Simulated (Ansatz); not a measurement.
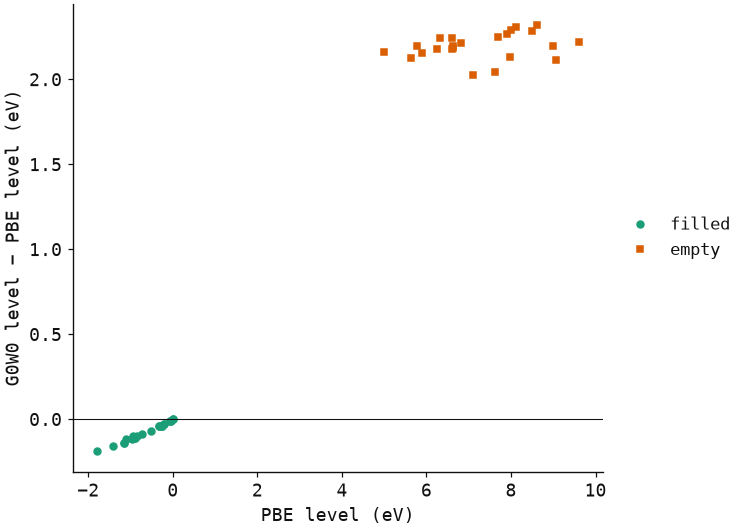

Change of each level from PBE to G0W0 against its PBE energy, both sets counted from their own valence top.

System: rocksalt LiBr, space group Fm-3m, 2 atoms in the primitive cell, relaxed with r2SCAN; cubic a = 5.479 Å. Starting point: PBE, Ansatz PAW set, no spin polarisation, no spin-orbit coupling, 6×6×6 k mesh, 420 eV cutoff, fixed occupations (Ansatz 0.2.0). Many-body step: G0W0 with empty bands 122, screening cutoff 120 eV and frequency treatment contour deformation.

**By how much does the gap open?**

Over the k points that were corrected, the smallest gap goes from 4.99 eV in PBE (direct at Γ) to 7.15 eV in G0W0 (direct at Γ), a change of +2.16 eV (+43 %).

**Is the correction a rigid shift of the empty levels?**

Counted from the valence top, the lowest empty level moves by +2.16 eV at Γ, +2.13 eV at L and +2.17 eV at X; over the 12 points that were corrected the shifts run from +2.13 to +2.25 eV: a spread of 0.12 eV on a mean of 2.19 eV, so one scissor shift describes this level well. The top filled level also moves against the valence top, by −0.14 eV at X.

**Is the valence band stretched or squeezed?**

Down to 1.8 eV under the top, the filled levels drop by about 0.11 eV more for each eV of depth, so the valence band is stretched by about 11 %.

| k point | PBE direct gap (eV) | G0W0 direct gap (eV) |
| --- | --- | --- |
| Γ | 4.99 | 7.15 |
| L | 5.90 | 8.07 |
| X | 7.42 | 9.73 |

Spin-orbit coupling is left out, which matters for Br. Bands, cutoffs and mesh are finite, so these values aren't at the basis limit.
